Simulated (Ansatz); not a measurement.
**Pt: geometry relaxation**

The run: geometry relaxation of Pt (Fm-3m, 1 atom in the cell). Method and program: DFT, PBE, PAW with Ansatz's default frozen-core files, scalar-relativistic, no spin polarisation (Ansatz 0.2.0).

The structure was built on a prototype by a generator; it need not be a known phase. It belongs to a series of runs on one base structure; here: fcc relaxed, PAW files. Figures and captions count atoms from 1; the log counts them from 0 in places.

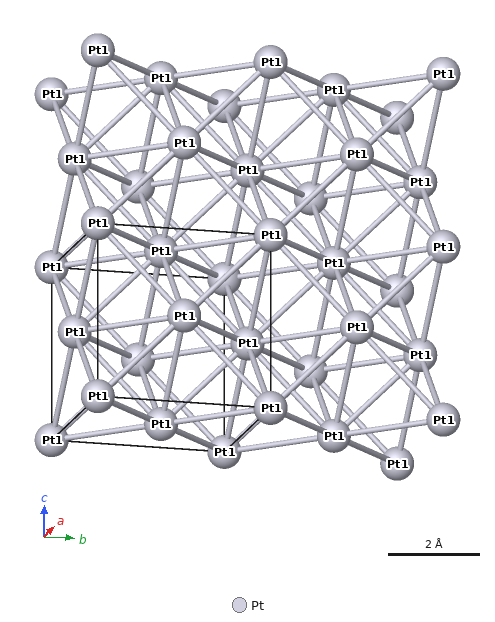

**Figure 1.** The structure as given in the input (ball-and-stick view of the cell 4 times as large as that of the calculation, set on its symmetry axes, repeated 1 × 2 × 2, seen at an oblique angle; atoms are numbered from 1 in the order of the input). Near neighbours in the crystal (not all of them lie inside the picture): Pt has 12 Pt at 2.81 Å.

### Summary

| quantity | value |
| --- | --- |
| outcome | converged |
| space group (tolerance 0.01 Å) | Fm-3m (225) |
| electrons treated | 18 |
| free energy | −12523.0198 eV |
| Fermi energy | 22.281 eV |
| pressure | 0.00 GPa |
| final volume | 15.65 Å³ |
| largest force (length of the vector) at the end | under 0.001 eV/Å |
| final cell | a = 2.807 Å, b = 2.807 Å, c = 2.807 Å, α = 60.00°, β = 60.00°, γ = 60.00° |
| hardware | 1 thread of Arm Neoverse V2, 24 GiB of memory available, shared host |
| wall time | 6.3 s |
| peak memory | 0.32 GiB |

### Remarks

Spin–orbit coupling is left out, which matters for Pt.

### Input file
```yaml
crystal:
  lattice:
    - [0.0, 1.9857740511, 1.9857740511]
    - [1.9857740511, 0.0, 1.9857740511]
    - [1.9857740511, 1.9857740511, 0.0]
  atoms:
    - { symbol: Pt, position: [0.0, 0.0, 0.0] }
kpoints:
  mp_grid: { grid: [18, 18, 18] }
scf:
  occupations: { method: fermi_dirac, width: 0.05 }
hamiltonian:
  xc: pbe
  pseudopotentials: { kind: paw }
output:
  forces: true
  stress: true
  write_density: true
  write_potential: true
  elf: true
  volumetric_format: npy
relax:
  f_tol: 0.005
  max_steps: 40
  cell: {}
```

Command:
```bash
ansatz run input.yaml --threads 1 --pin off --max-ram 3072MiB --backend cpu --events-out ev --progress --plain --runs-dir out
```

### Log
```
Engine: ansatz 0.2.0, aarch64-unknown-linux-gnu
Pseudopotentials: kind: paw
Pseudopotential: Pt, paw, valence charge 18, recommended cutoff 420 eV (normal), Pt.paw.azcp
Functional definition: PBE
  parameter kappa = 0.804
  parameter beta = 0.06672455060314922
  exchange = pbe_x(kappa = kappa, mu = beta*pi^2/3)
  correlation = pbe_c(beta = beta)
Crystal: 1 atoms, lattice volume = 15.661 Å³
Basis set: ecut = 420 eV, 331 PW (Γ), exchange–correlation on 40×40×40 points (8 copies of the dense FFT grid, shifted against one another)
Bands: 13, of which v1, the nominal top of the filled ones, is band 9 counted from 1 (8 counted from 0)
Symmetry: 48 space group operations
Space group: Fm-3m (ITA 225), of the structure as read, at distance tolerance 2.5e-5 Å
k-points: 195 of 5832
Non-local potential: Pt, projectors of the file, l = 0: 3, l = 1: 2, l = 2: 2, l = 3: 1
PAW form: soft (Blöchl's): semilocal exchange-correlation on the pseudo side does not see the compensation charge
PAW one-centre angular grid: Pt, 590 points (default); XC on 64 Gauss nodes
Initial density: superposition of atomic densities (neutral atoms: chi_scale 0, normalization atom), corrected by the library's trained network
Initial wavefunctions: pseudopotential atomic-orbital guess
Functional: x = pbe(κ = 0.804, μ = 0.2195149727645171), c = pbe(β = 0.06672455060314922)
SCF iter   1: F=—  HF=-12523.019271 eV  |F-HF|=—  |Δ(HF+E_count)|=         —  Δρ=3.21e-3  dr2=2.63e-4  ethr=1.77e-3  ⟨swp⟩=5.0  Hψ=13891  notcnv=0
preconditioner: auto → none  [metal: Δε(μ)=0.003 eV  Ē_g=13.791 eV  σ=0.050 eV  W_gap=0.02  n_scr=8 (ndim 8)  ℏωp=29.7 eV  f_vac=0.000  D(μ)=2.19/eV (n_scr^D=26)  sad-step TF]
SCF iter   2: F=—  HF=-12523.019650 eV  |F-HF|=—  |Δ(HF+E_count)|=   3.79e-4  Δρ=1.78e-3  dr2=9.37e-5  ethr=1.46e-6  ⟨swp⟩=2.5  Hψ=5555  notcnv=0
SCF iter   3: F=—  HF=-12523.019821 eV  |F-HF|=—  |Δ(HF+E_count)|=   1.71e-4  Δρ=3.46e-4  dr2=1.86e-5  ethr=5.20e-7  ⟨swp⟩=2.0  Hψ=3535  notcnv=0
SCF iter   4: F=—  HF=-12523.019815 eV  |F-HF|=—  |Δ(HF+E_count)|=   5.48e-6  Δρ=1.03e-4  dr2=1.02e-6  ethr=1.03e-7  ⟨swp⟩=2.6  Hψ=3668  notcnv=0
iter 5 did not close the SCF: its close was put off for the readings that it lacked (scf_convergence_deferred on its scf_iter line)
SCF iter   5: F=-12523.019815 eV  HF=-12523.019815 eV  |F-HF|=1.74e-8  |Δ(HF+E_count)|=   1.05e-7  Δρ=2.24e-5  dr2=4.94e-8  ethr=5.68e-9  ⟨swp⟩=2.1  Hψ=3413  notcnv=0
SCF iter   6: F=-12523.019815 eV  HF=-12523.019815 eV  |F-HF|=1.13e-9  |Δ(HF+E_count)|=  6.82e-10  Δρ=3.81e-6  dr2=1.95e-9  ethr=2.75e-10  ⟨swp⟩=5.0  Hψ=13245  notcnv=0
SCF 1 converged in 6 iterations: F = -12523.019815 eV  dr2 = 1.95e-9
  greatest PAW one-centre occupation: 1.000 electrons in one spin orbital (limit 2), on the Pt atom at site 0 (counted from 0), in its partial waves of l = 0
relax step   1: F+E_penalty+E_count = -12523.01981542 eV  Δ(F+E_penalty+E_count) = +0.000e0 eV  max|allowed force component| = 0.000e0 eV/Å  Δτ_max = 0.0000 Å  P = -0.223 GPa  Ω = 15.661 Å³  (6 SCF iters, dr2 threshold 1.00e-7 eV, accepted)
Crystal: 1 atoms, lattice volume = 15.621 Å³
Basis set: ecut = 420 eV, 307 PW (Γ), exchange–correlation on 40×40×40 points (8 copies of the dense FFT grid, shifted against one another)
Initial density: handed on by an earlier stage of this run
Initial wavefunctions: those handed on with the density
iter 1 solved again at ethr=1.90e-8 eV; its pass at ethr=3.10e-3 eV (dr2=3.42e-6 eV) is discarded
SCF iter   1: F=—  HF=-12523.019810 eV  |F-HF|=—  |Δ(HF+E_count)|=         —  Δρ=1.91e-4  dr2=4.17e-6  ethr=1.90e-8  ⟨swp⟩=2.0  Hψ=16303  notcnv=0
preconditioner: auto → none  [metal: Δε(μ)=0.003 eV  Ē_g=13.820 eV  σ=0.050 eV  W_gap=0.02  n_scr=8 (ndim 8)  ℏωp=29.7 eV  f_vac=0.000  D(μ)=2.18/eV (n_scr^D=26)]
SCF iter   2: F=—  HF=-12523.019809 eV  |F-HF|=—  |Δ(HF+E_count)|=   1.08e-6  Δρ=9.00e-5  dr2=4.40e-7  ethr=1.90e-8  ⟨swp⟩=2.0  Hψ=3482  notcnv=0
SCF iter   3: F=-12523.019809 eV  HF=-12523.019809 eV  |F-HF|=4.38e-9  |Δ(HF+E_count)|=   2.31e-8  Δρ=3.61e-5  dr2=7.86e-8  ethr=5.56e-10  ⟨swp⟩=7.0  Hψ=13035  notcnv=0
SCF 2 converged in 3 iterations: F = -12523.019809 eV  dr2 = 7.86e-8
relax step   2: F+E_penalty+E_count = -12523.01980926 eV  Δ(F+E_penalty+E_count) = +6.160e-6 eV  max|allowed force component| = 0.000e0 eV/Å  Δτ_max = 0.0000 Å  P = +0.416 GPa  Ω = 15.621 Å³  energy of the carried Pulay correction = +1.791e-5 eV  (3 SCF iters, dr2 threshold 1.00e-7 eV, rejected (line search))
Crystal: 1 atoms, lattice volume = 15.647 Å³
iter 1 solved again at ethr=4.56e-9 eV; its pass at ethr=3.10e-3 eV (dr2=8.21e-7 eV) is discarded
SCF iter   1: F=—  HF=-12523.019832 eV  |F-HF|=—  |Δ(HF+E_count)|=         —  Δρ=9.28e-5  dr2=1.16e-6  ethr=4.56e-9  ⟨swp⟩=2.0  Hψ=16307  notcnv=0
preconditioner: auto → none  [metal: Δε(μ)=0.003 eV  Ē_g=13.803 eV  σ=0.050 eV  W_gap=0.02  n_scr=8 (ndim 8)  ℏωp=29.7 eV  f_vac=0.000  D(μ)=2.19/eV (n_scr^D=26)]
SCF iter   2: F=—  HF=-12523.019832 eV  |F-HF|=—  |Δ(HF+E_count)|=   5.63e-7  Δρ=4.04e-5  dr2=9.78e-8  ethr=4.56e-9  ⟨swp⟩=2.0  Hψ=3614  notcnv=0
SCF iter   3: F=—  HF=-12523.019831 eV  |F-HF|=—  |Δ(HF+E_count)|=   1.44e-8  Δρ=1.74e-5  dr2=1.70e-8  ethr=5.43e-10  ⟨swp⟩=2.7  Hψ=4521  notcnv=0
SCF iter   4: F=—  HF=-12523.019831 eV  |F-HF|=—  |Δ(HF+E_count)|=   1.08e-9  Δρ=4.81e-6  dr2=1.25e-9  ethr=9.46e-11  ⟨swp⟩=1.0  Hψ=2535  notcnv=0
SCF iter   5: F=—  HF=-12523.019831 eV  |F-HF|=—  |Δ(HF+E_count)|=  1.93e-10  Δρ=5.90e-7  dr2=1.91e-11  ethr=6.95e-12  ⟨swp⟩=2.0  Hψ=3313  notcnv=0
SCF iter   6: F=-12523.019831 eV  HF=-12523.019831 eV  |F-HF|=3.64e-12  |Δ(HF+E_count)|=  7.28e-12  Δρ=5.38e-8  dr2=1.53e-13  ethr=1.00e-12  ⟨swp⟩=4.8  Hψ=9036  notcnv=0
SCF 3 converged in 6 iterations: F = -12523.019831 eV  dr2 = 1.53e-13
relax step   3: F+E_penalty+E_count = -12523.01983150 eV  Δ(F+E_penalty+E_count) = -1.607e-5 eV  max|allowed force component| = 0.000e0 eV/Å  Δτ_max = 0.0000 Å  P = -0.001 GPa  Ω = 15.647 Å³  energy of the carried Pulay correction = +6.246e-6 eV  (6 SCF iters, accepted)
Initial wavefunctions: pseudopotential atomic-orbital guess (no wavefunctions were taken with the density)
iter 1 solved again at ethr=3.14e-8 eV; its pass at ethr=3.10e-3 eV (dr2=5.65e-6 eV) is discarded
SCF iter   1: F=—  HF=-12523.019824 eV  |F-HF|=—  |Δ(HF+E_count)|=         —  Δρ=3.19e-6  dr2=2.79e-10  ethr=3.14e-8  ⟨swp⟩=2.9  Hψ=20218  notcnv=0
eigensolver tolerance schedule: the retry pair's looser diagonalisation over-reported the residual by 20229.92 of it (diagonalisation noise at 0.26 of the residual, at the tolerance the schedule requests for it); recorded, not acted on — ethr = c·dr2/N_el stays at c = 1.0e-1
preconditioner: auto → none  [metal: Δε(μ)=0.003 eV  Ē_g=13.802 eV  σ=0.050 eV  W_gap=0.02  n_scr=8 (ndim 8)  ℏωp=29.7 eV  f_vac=0.000  D(μ)=2.19/eV (n_scr^D=26)]
SCF iter   2: F=—  HF=-12523.019824 eV  |F-HF|=—  |Δ(HF+E_count)|=   1.03e-7  Δρ=1.49e-6  dr2=5.92e-11  ethr=1.55e-12  ⟨swp⟩=2.2  Hψ=4421  notcnv=0
SCF iter   3: F=—  HF=-12523.019824 eV  |F-HF|=—  |Δ(HF+E_count)|=  1.64e-11  Δρ=3.74e-7  dr2=1.35e-11  ethr=1.00e-12  ⟨swp⟩=1.0  Hψ=2535  notcnv=0
SCF iter   4: F=-12523.019824 eV  HF=-12523.019824 eV  |F-HF|=1.82e-12  |Δ(HF+E_count)|=  1.82e-12  Δρ=7.68e-8  dr2=3.10e-13  ethr=1.00e-12  ⟨swp⟩=5.1  Hψ=9702  notcnv=0
SCF 4 converged in 4 iterations: F = -12523.019824 eV  dr2 = 3.10e-13
relax step   4: F+E_penalty+E_count = -12523.01982427 eV  Δ(F+E_penalty+E_count) = +7.229e-6 eV  max|allowed force component| = 0.000e0 eV/Å  Δτ_max = 0.0000 Å  P = -0.000 GPa  Ω = 15.647 Å³  stress off target by 4.77e-4 GPa  SCF on the basis re-selected at this cell (its energy is not comparable with the rows above)  (4 SCF iters)
```

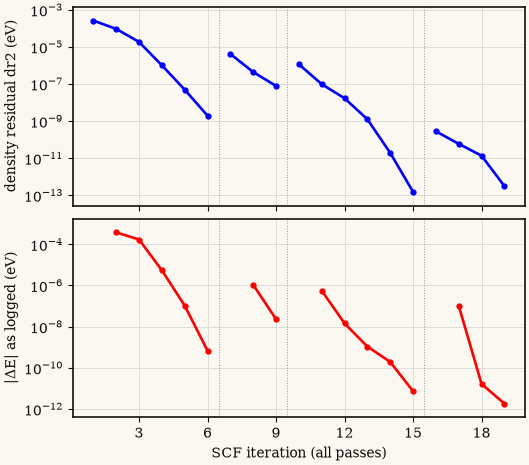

**Figure 2.** Convergence of the self-consistent field: density residual dr2 and size of the energy change against the SCF iteration. The dotted lines part the SCF passes of the relaxation: geometry steps, rejected trials and re-solves on a re-selected basis. The passes take 6, 3, 6 and 4 iterations.

```
basis re-selected at this cell: Δ(F+E_penalty+E_count) = +7.229e-6 eV, ΔP = +0.001 GPa vs the last step (what re-selecting the basis moved, of the pressure what is left beyond the Pulay correction that the steps carried, after the strain that the cell walked since its last selection, with what the two solves' SCF thresholds leave and, on support functions, any second-order correction that the steps lacked; it is no measure of the basis error at this ecutwfc). This SCF's stress stands 4.77e-4 GPa from its target on what of the cell is left free (relax.cell.stress_tol is 5.00e-2 GPa) and its largest allowed force component is 0.00e0 eV/Å (relax.f_tol is 5.00e-3 eV/Å): within both
SCF converged after 4 iterations
Free energy (F): -12523.019824 eV
Harris-Foulkes:  -12523.019824 eV  (|F-HF|=1.82e-12)
Internal energy: -12523.002344 eV  (E = F + TS)
E sigma→0 (E₀):  -12523.011084 eV
Entropy (-TS):   -0.017480 eV (-17.480 meV/atom)
Fermi energy:    22.281477 eV
--- Per-component energies (eV) ---
  E_band       = -145.444886
  E_kinetic    = 636.992445
  E_local      = -1509.679547  (includes V_loc(G=0)·N_el)
  E_nonlocal   = 199.801089
  E_hartree    = 559.156963
  E_xc         = -261.596046
  E_vxc        = -302.595081  (∫ρ·V_xc dr)
  E_paw        = -9453.890294  (= ΣΔE_a)
  E_vpaw       = -288.277910  (= ΣTr[D̂ρ^β])
  E_aug_tail   = 0.000204  (compensation charges beyond the density's cutoff)
  E_ewald      = -2693.787159
  E_smearing   = -0.017480  (= −TS)
  E_closure    = 0.000000  (closes the sum)
  Σ components = -12523.019824   (vs F -12523.019824, Δ=0.00e0)
--- Forces (eV/Å), atoms counted from 1 ---
  atom   1  Pt     0.00000000    -0.00000000    -0.00000000
  max |Σ_I F_I| component: 6.57e-32 eV/Å
--- Stress (GPa, compression-positive) ---
       -0.000477      -0.000000      -0.000000
       -0.000000      -0.000477       0.000000
       -0.000000      -0.000000      -0.000477
  P = ⅓ Tr σ = -0.0005 GPa (-0.005 kbar)
--- Band table (eV; the first three rows and the last of 195) ---
  k-point 0: bands = ["-76.0959", "-30.1121", "-30.1121", "-30.1121", "12.4537", "18.6985", "18.6985", "18.6985", "20.7317", "20.7317", "36.9884", "41.7253", "41.7253"]
  k-point 1: bands = ["-76.0951", "-30.1247", "-30.1139", "-30.1139", "12.5743", "18.6462", "18.7459", "18.7459", "20.7057", "20.7057", "37.1692", "41.0612", "41.9029"]
  k-point 2: bands = ["-76.0927", "-30.1612", "-30.1192", "-30.1192", "12.9253", "18.5119", "18.8701", "18.8701", "20.6505", "20.6505", "37.6577", "39.6675", "42.4178"]
  k-point 194: bands = ["-76.0590", "-30.4068", "-30.3661", "-30.2710", "16.8711", "17.5725", "18.4222", "20.4747", "22.7399", "29.1823", "29.6724", "31.0320", "34.0067"]
--- Relaxed structure (3 steps of the walk, 2 accepted, 1 SCFs on fresh bases) ---
  F+E_penalty+E_count = -12523.01982427 eV   max|allowed force component| = 0.000e0 eV/Å   (the final SCF, on the basis selected at the relaxed cell)
  cell:  # Å, volume = 15.6469 Å³
    - [3.0572232197373535e-34, 1.985179655401821, 1.985179655401821]
    - [1.985179655401821, 0.0, 1.985179655401821]
    - [1.985179655401821, 1.985179655401821, -2.0381488131582358e-34]
  atoms:
    - { symbol: Pt, position: [0.0, 0.0, 0.0] }
```

### File rho_z.tsv
```
# z_ang	rho[e/angstrom^3]
# format = ansatz-planar-average/11
# lattice	0.000000000	1.985179655	1.985179655
# lattice	1.985179655	0.000000000	1.985179655
# lattice	1.985179655	1.985179655	-0.000000000
# sites	1
# site	78	0.000000000	0.000000000	0.000000000
0.000000	2.283225e0
0.140373	2.216089e0
0.280747	2.020144e0
0.421120	1.717639e0
0.561494	1.356223e0
0.701867	9.999584e-1
0.842240	7.043337e-1
0.982614	4.982026e-1
1.122987	3.782727e-1
1.263361	3.200339e-1
1.403734	3.026737e-1
1.544107	3.200339e-1
1.684481	3.782727e-1
1.824854	4.982026e-1
1.965228	7.043337e-1
2.105601	9.999584e-1
2.245974	1.356223e0
2.386348	1.717639e0
2.526721	2.020144e0
2.667095	2.216089e0
```

### File v_z.tsv
```
# z_ang	v_es[eV]	v_tot[eV]
# format = ansatz-planar-average/11
# xc	pbe
# density_cutoff_ev	1680
# datasets	Pt=:simpson_from_first_knot:soft
# lattice	0.000000000	1.985179655	1.985179655
# lattice	1.985179655	0.000000000	1.985179655
# lattice	1.985179655	1.985179655	-0.000000000
# sites	1
# site	78	0.000000000	0.000000000	0.000000000
0.000000	-1.275712e0	-1.810315e1
0.140373	-6.951088e-1	-1.738684e1
0.280747	9.908342e-1	-1.529238e1
0.421120	3.631493e0	-1.197982e1
0.561494	7.009101e0	-7.710892e0
0.701867	1.083248e1	-2.867652e0
0.842240	1.469762e1	2.017981e0
0.982614	1.809061e1	6.306805e0
1.122987	2.053240e1	9.435457e0
1.263361	2.184426e1	1.117922e1
1.403734	2.222349e1	1.170643e1
1.544107	2.184426e1	1.117922e1
1.684481	2.053240e1	9.435457e0
1.824854	1.809061e1	6.306805e0
1.965228	1.469762e1	2.017981e0
2.105601	1.083248e1	-2.867652e0
2.245974	7.009101e0	-7.710892e0
2.386348	3.631493e0	-1.197982e1
2.526721	9.908342e-1	-1.529238e1
2.667095	-6.951088e-1	-1.738684e1
```

### Trajectory as extended XYZ (Å, eV, eV/Å), 4 frames, from step=1 to step=4
```
1
Lattice="0.0000 1.9858 1.9858 1.9858 0.0000 1.9858 1.9858 1.9858 0.0000" Properties=species:S:1:pos:R:3:forces:R:3 step=1 energy=-12523.01981 pressure_GPa=-0.22
Pt    0.0000    0.0000    0.0000    0.0000   0.0000   0.0000
1
Lattice="0.0000 1.9841 1.9841 1.9841 0.0000 1.9841 1.9841 1.9841 0.0000" Properties=species:S:1:pos:R:3:forces:R:3 step=2 energy=-12523.01981 pressure_GPa=0.42 accepted=F
Pt    0.0000    0.0000    0.0000    0.0000   0.0000   0.0000
1
Lattice="0.0000 1.9852 1.9852 1.9852 0.0000 1.9852 1.9852 1.9852 0.0000" Properties=species:S:1:pos:R:3:forces:R:3 step=3 energy=-12523.01983 pressure_GPa=-0.00
Pt    0.0000    0.0000    0.0000    0.0000   0.0000   0.0000
1
Lattice="0.0000 1.9852 1.9852 1.9852 0.0000 1.9852 1.9852 1.9852 0.0000" Properties=species:S:1:pos:R:3:forces:R:3 step=4 energy=-12523.01982 pressure_GPa=-0.00
Pt    0.0000    0.0000    0.0000    0.0000   0.0000   0.0000
```

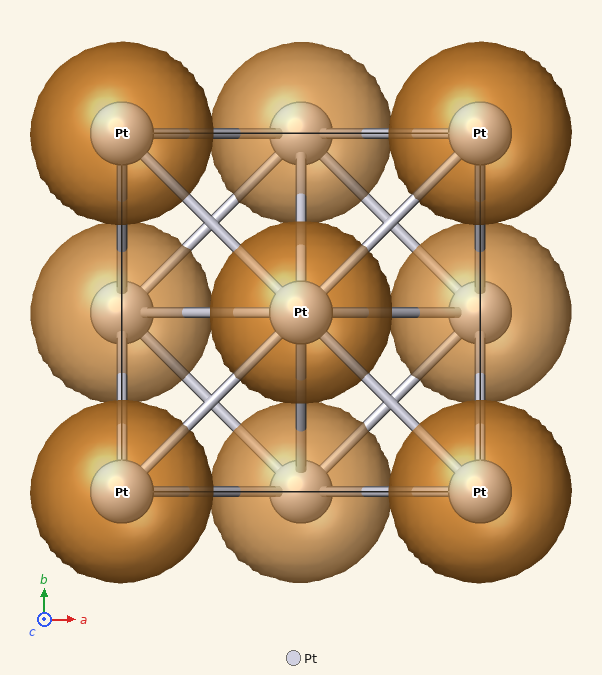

**Figure 3.** Isosurface of the valence electron density at 0.8 e/Å³ (orange), seen along the c axis. Sticks mark near contacts. The outline is the cell set on symmetry axes. At this value the density breaks into separate islands; it holds about 75 % of the electrons treated as valence (semicore included). It is pinched off along the Pt–Pt (2.81 Å) contacts. On the grid the lowest density along these lines, outside the cores, is 0.35 e/Å³ (Pt–Pt, 2.81 Å). In a PAW calculation such maps are meaningful between the atoms, not at the nuclei.

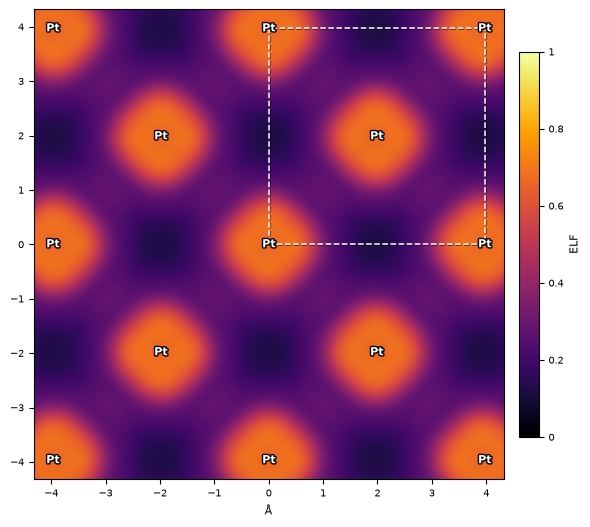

**Figure 4.** Electron localisation function on the (001) plane of the conventional cell. The plane passes through Pt nuclei. Pt–Pt (2.81 Å): the ELF is about 0.30 at the midpoint; no localised pair between them. The strong features right at Pt lie inside the PAW spheres (semicore, d or f shells) and say nothing about bonding.
